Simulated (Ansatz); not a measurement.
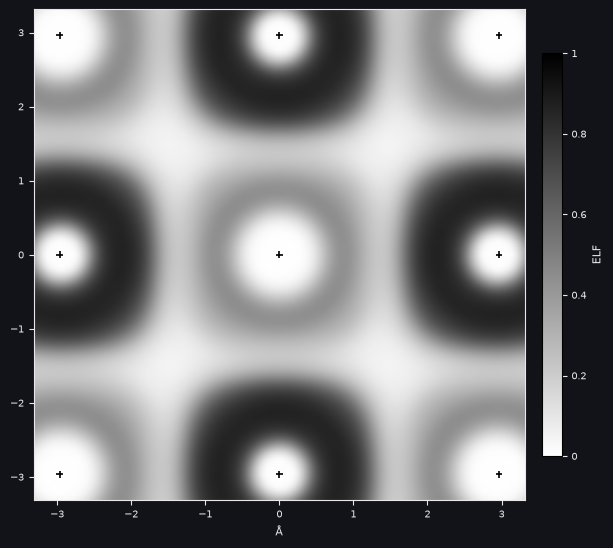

The ELF on a plane through atoms (crosses mark nuclei in the plane).

The calculation used Kohn-Sham DFT of a periodic cell, PBE, Ansatz PAW (Ansatz 0.2.0).

Candidates:
A. EuO, a = 5.14 Å, b = 5.14 Å, c = 5.14 Å, α = 90.00°, β = 90.00°, γ = 90.00°. Space group Fm-3m; computed pressure about −4 GPa in this cell; no Hubbard U on the f states and no spin–orbit coupling; spin-polarised.
B. PbS, a = 5.93 Å, b = 5.93 Å, c = 5.93 Å, α = 90.00°, β = 90.00°, γ = 90.00°. Space group Fm-3m; computed pressure about 2 GPa in this cell.

### Which system is this?

Candidate B: PbS on the (001) plane of the conventional cell, which holds Pb and S. Pb–S (2.97 Å): the ELF peaks at about 0.85 in the valence shell of S, 0.8 Å from its nucleus, and drops to about 0.20 between the two atoms.
